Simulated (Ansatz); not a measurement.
# Run report: Co3Si, band-structure calculation (part 1 of 2)

The run: band-structure calculation of Co3Si (P6₃/mmc, 8 atoms in the cell). Method and program: DFT r2SCAN, scalar-relativistic, plane waves, PAW, spin-polarised (Ansatz 0.2.0).

The structure derives from a Materials Project entry. Figures and captions count atoms from 1; the log counts them from 0 in places.

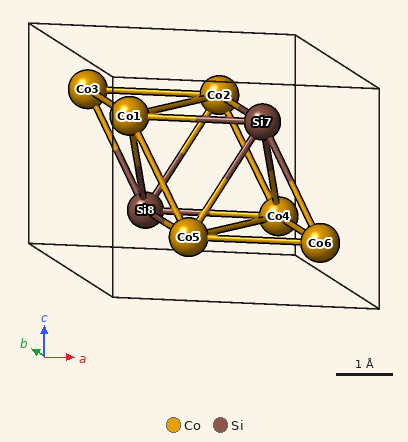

Fig. 1: The structure as given in the input (ball-and-stick view of the cell of the calculation, seen slightly off an axis; atoms are numbered from 1 in the order of the input). An atom can appear more than once, as a periodic image. Near neighbours in the periodic cell (some may lie outside the picture): Co has 8 Co at 2.42 to 2.49 Å and 4 Si at 2.45 to 2.46 Å; Si has 12 Co at 2.45 to 2.46 Å.

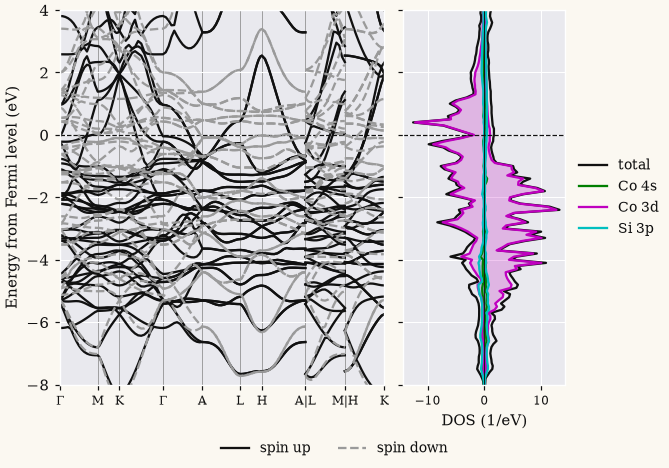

Fig. 2: Band structure along Γ–M–K–Γ–A–L–H–A|L–M|H–K and density of states (projected on Löwdin-orthogonalised atomic shells), with energies from the Fermi level. Bands cross the Fermi level: a metal at this level of theory.

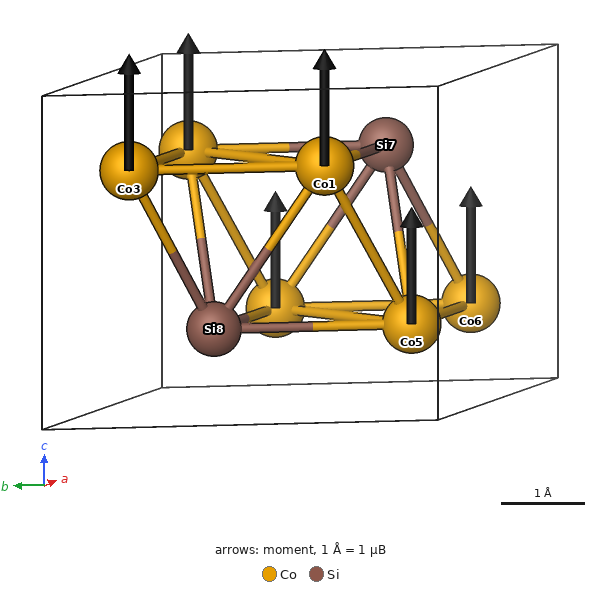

Fig. 3: Magnetic moments of the sites as black arrows (ball-and-stick view of the cell of the calculation, seen at an oblique angle; atoms are numbered from 1 in the order of the input); small moments hardly show. The run is collinear, so the axis drawn is arbitrary. Site moments: all 6 Co atoms (1.43 μB); Si7, Si8 (−0.08 μB). They are counted near the atoms and needn't add up to the moment of the cell.

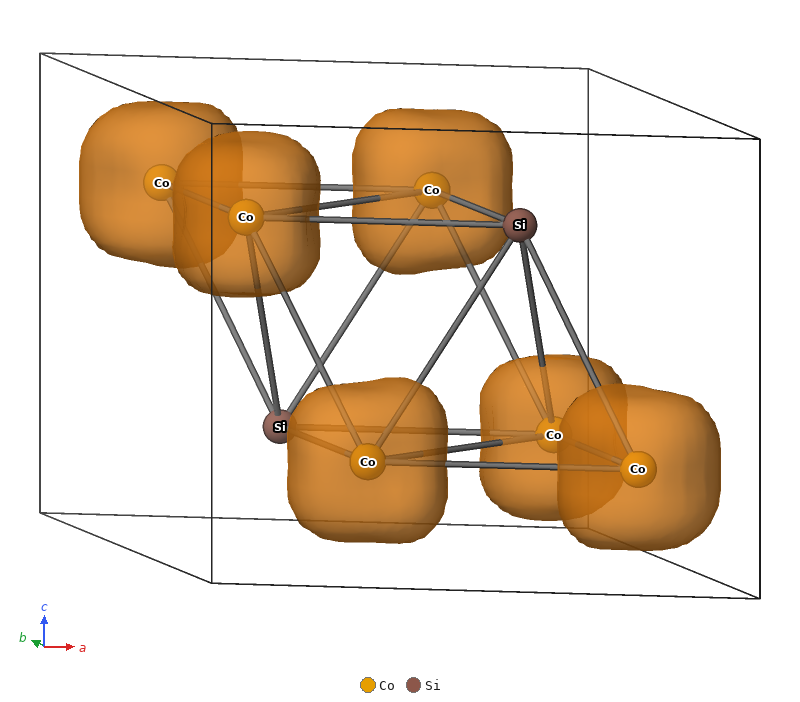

Fig. 4: Isosurface of the magnetisation density (up minus down) at +0.15 e/Å³ (orange), seen slightly off an axis. Sticks mark near contacts. The outline is the cell set on symmetry axes. The cell of the calculation (8 atoms) carries 7.9 μB net. Core electrons are frozen (PAW), so the fields are smoothed inside the atomic spheres.

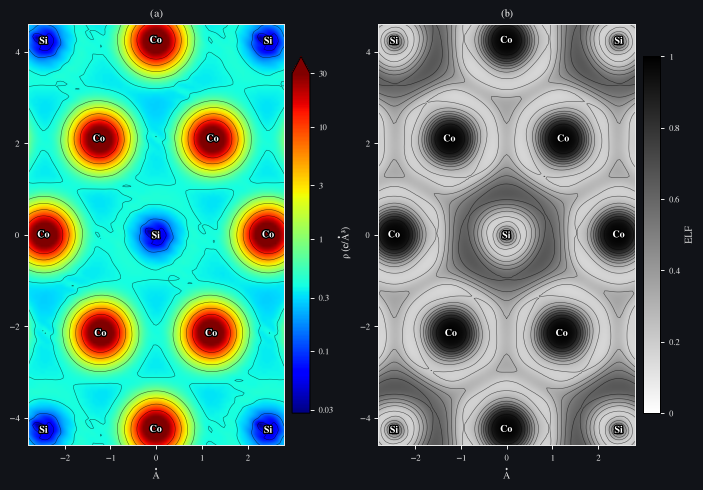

Fig. 5: (a) valence charge density (pseudo); (b) electron localisation function on the (001) plane of the conventional cell. Atoms in the plane: Co and Si. Co–Co (2.42 Å): ρ at the midpoint is about 0.39 e/Å³; the ELF is about 0.30 at the midpoint; no localised pair between them. Co–Si (2.45 Å): ρ at the midpoint is about 0.38 e/Å³; the ELF is about 0.45 at the midpoint. Co–Co (2.49 Å): the density is about 0.38 e/Å³ at the midpoint, with its minimum of 0.34 e/Å³ about 1.1 Å from Co; the ELF is about 0.30 at the midpoint (no shared electron pair). Away from the nuclei the density in this plane falls to 0.28 e/Å³ at its lowest. The strong features right at Co lie inside the PAW spheres (semicore, d or f shells) and say nothing about bonding.

The input that produced these results follows, with the program's output.

### Input file
```yaml
crystal:
  lattice:
    - [4.9089935439, 0.0, 0.0]
    - [-2.4544967719, 4.251313116, 0.0]
    - [0.0, 0.0, 4.0577356037]
  atoms:
    - { symbol: Co, position: [0.1688925873, 0.3377851747, 0.75], spin: 1.57 }
    - { symbol: Co, position: [0.6622148253, 0.8311074127, 0.75], spin: 1.57 }
    - { symbol: Co, position: [0.1688925873, 0.8311074127, 0.75], spin: 1.57 }
    - { symbol: Co, position: [0.8311074127, 0.6622148253, 0.25], spin: 1.57 }
    - { symbol: Co, position: [0.3377851747, 0.1688925873, 0.25], spin: 1.57 }
    - { symbol: Co, position: [0.8311074127, 0.1688925873, 0.25], spin: 1.57 }
    - { symbol: Si, position: [0.6666666667, 0.3333333333, 0.75] }
    - { symbol: Si, position: [0.3333333333, 0.6666666667, 0.25] }
basis:
  ecutwfc: 500
kpoints:
  mp_grid: { grid: [12, 12, 10] }
  band_path:
    path:
      - [[0.0, 0.0, 0.0], [0.5, 0.0, 0.0], [0.33333333, 0.33333333, 0.0], [0.0, 0.0, 0.0], [0.0, 0.0, 0.5], [0.5, 0.0, 0.5], [0.33333333, 0.33333333, 0.5], [0.0, 0.0, 0.5]]
      - [[0.5, 0.0, 0.5], [0.5, 0.0, 0.0]]
      - [[0.33333333, 0.33333333, 0.5], [0.33333333, 0.33333333, 0.0]]
    npoints: 14
hamiltonian:
  xc: r2scan
scf:
  occupations: { method: gaussian, width: 0.1 }
  n_extra_bands: 20
output:
  forces: true
  stress: true
  eigenvalues: true
  populations: true
  dos: { projected: true, de: 0.02, nscf_kmesh: { grid: [18, 18, 15] } }
  bader: true
  write_density: true
  write_potential: true
  elf: true
  volumetric_format: npy
magnetization:
  spin_polarized: true
checkpoint:
  read: start.run
  write: ck
  compress: false
  write_wavefunctions: false
  write_every: 100000
```

Launched with:
```bash
ansatz run input.yaml --threads 2 --pin off --max-ram 5120MiB --backend cpu --events-out ev --progress --plain --runs-dir out
```

### What the program printed
```
Warning: checkpoint.read: spin seed differs: saved 61af4e4763ae…, current 0b6f4847ab8d…; the loaded state replaces the seed-built initial guess (but the starting_ns of a DFT+U solve that opens without the state's occupation matrices), so the run may converge into the producing seed's basin, or, where the symmetry group that follows from this deck's starting moments and starting_ns does not hold the saved magnetisation, lose that magnetisation at its first build. Where atoms have moved since the state was saved, this difference can also decide whether moments are moved with them. A self-consistent run of this deck without the state starts from its starting moments and, under a DFT+U term, its starting_ns
scf.n_extra_bands = 20 over 55 filled bands (N_el = 110.0): the run solves 75 bands
Engine: ansatz 0.2.0, aarch64-unknown-linux-gnu
Pseudopotentials: kind: paw
Pseudopotential: Co, paw, valence charge 17, recommended cutoff 500 eV (meta_gga), Co.paw.azcp
Pseudopotential: Si, paw, valence charge 4, recommended cutoff 500 eV (meta_gga), Si.paw.azcp
Functional definition: r2SCAN
  parameter k0 = 0.174
  parameter k1 = 0.065
  parameter a1 = 4.9479
  exchange = r2scan_x(k0 = k0, k1 = k1, a1 = a1)
  correlation = r2scan_c
Crystal: 8 atoms, lattice volume = 84.684 Å³
Basis set: ecut = 500 eV, 2133 PW (Γ), exchange–correlation on 144×144×120 points (64 copies of the dense FFT grid, shifted against one another)
Bands: 75, of which v1, the nominal top of the filled ones, is band 55 counted from 1 (54 counted from 0)
Symmetry: 24 space group operations
Space group: P63/mmc (ITA 194), of the structure as read, at distance tolerance 4.4e-5 Å
Magnetic group: BNS 194.263 (UNI 1493), of the structure as read, at distance tolerance 4.4e-5 Å
k-points: 114 of 1440
Non-local potential: Co, projectors of the file, l = 0: 3, l = 1: 2, l = 2: 3, l = 3: 1
Non-local potential: Si, projectors of the file, l = 0: 2, l = 1: 2, l = 2: 2
PAW form: soft (Blöchl's): semilocal exchange-correlation on the pseudo side does not see the compensation charge
PAW frozen core: Co, regenerated for the run's functional (the file was generated under x = pbe(κ = 0.804, μ = 0.2195149727645171), c = pbe(β = 0.06672455060314922))
PAW frozen core: Si, regenerated for the run's functional (the file was generated under x = pbe(κ = 0.804, μ = 0.2195149727645171), c = pbe(β = 0.06672455060314922))
PAW one-centre angular grid: Co, 590 points (default); XC on 160 Gauss nodes
PAW one-centre angular grid: Si, 302 points (default); XC on 160 Gauss nodes
Initial density: read from a saved state, or passed on in memory by an earlier SCF of this step, an earlier step, the calling program or the single point that the run made first
Stability of the state it starts from, as read at its close in the collinear treatment: not read, because the mixer in use, unlike msr1, does not test its closes by its own steps (another_mixer); its run was given moments
Starting moments: Σ|m| = 9.42 μB on 6 of 8 sites; this step starts from the density that it was given
Initial wavefunctions: pseudopotential atomic-orbital guess
Functional: x = r2scan, c = r2scan; τ floored in thin density (d = 2e-4 eV/Å³)
iter 1 solved again at ethr=2.25e-7 eV; its pass at ethr=3.10e-3 eV (dr2=2.48e-4 eV) is discarded
SCF iter   1: F=—  HF=-32068.635369 eV  |F-HF|=—  |Δ(HF+E_count)|=         —  Δρ=4.26e-7 (↑4.26e-7 ↓4.04e-7)  dr2=2.19e-10  dr2_τ=8.11e-11  dr2_m=7.84e-12  M=7.879 μB ∫|m|=9.358 μB  β_m=1.20  ethr=2.25e-7  ⟨swp⟩=3.0  Hψ=110051  notcnv=0
eigensolver tolerance schedule: the retry pair's looser diagonalisation over-reported the residual by 1133002.23 of it (diagonalisation noise at an unbounded share of the residual, at the tolerance the schedule requests for it); recorded, not acted on — ethr = c·dr2/N_el stays at c = 1.0e-1
preconditioner: auto → Kerker (q_TF=auto, 2.850 Å⁻¹)  [metal: Δε(μ)=0.006 eV  Ē_g=9.405 eV  σ=0.100 eV  W_gap=0.03  n_scr=26 (ndim 8)  ℏωp=31.8 eV  f_vac=0.001  D(μ)=4.52/eV (n_scr^D=46)]
spin=Collinear: Kerker preconditioning applied to the charge; magnetization (m = ρ↑ − ρ↓) channel mixes plain (no charge-response kernel on spin).
SCF iter   2: F=—  HF=-32068.635372 eV  |F-HF|=—  |Δ(HF+E_count)|=   2.36e-6  Δρ=2.06e-7 (↑1.40e-7 ↓2.06e-7)  dr2=1.88e-11  dr2_τ=6.35e-11  dr2_m=1.50e-11  M=7.879 μB ∫|m|=9.358 μB  β_m=1.20  ethr=1.00e-12  ⟨swp⟩=11.8  Hψ=123442  notcnv=0  κ⁻¹=1.0e0(r=1)
SCF iter   3: F=-32068.635372 eV  HF=-32068.635372 eV  |F-HF|=1.09e-11  |Δ(HF+E_count)|=  3.27e-11  Δρ=9.59e-8 (↑8.15e-8 ↓9.59e-8)  dr2=9.18e-12  dr2_τ=7.00e-12  dr2_m=1.25e-12  M=7.879 μB ∫|m|=9.358 μB  ethr=1.00e-12  ⟨swp⟩=4.0  Hψ=66828  notcnv=0
SCF 1 converged in 3 iterations: F = -32068.635372 eV  dr2 = 9.18e-12
  greatest PAW one-centre occupation: 1.004 electrons in one spin orbital (limit 2), on the Co atom at site 4 (counted from 0), in its partial waves of l = 1
Symmetry: 12 space group operations
k-points: 114 of 1440 (time reversal used)
Initial wavefunctions: those read from a saved state, or passed on in memory by an earlier step or the calling program
iter 1 solved again at ethr=1.00e-12 eV; its pass at ethr=9.09e-7 eV (dr2=9.18e-12 eV) is discarded
```
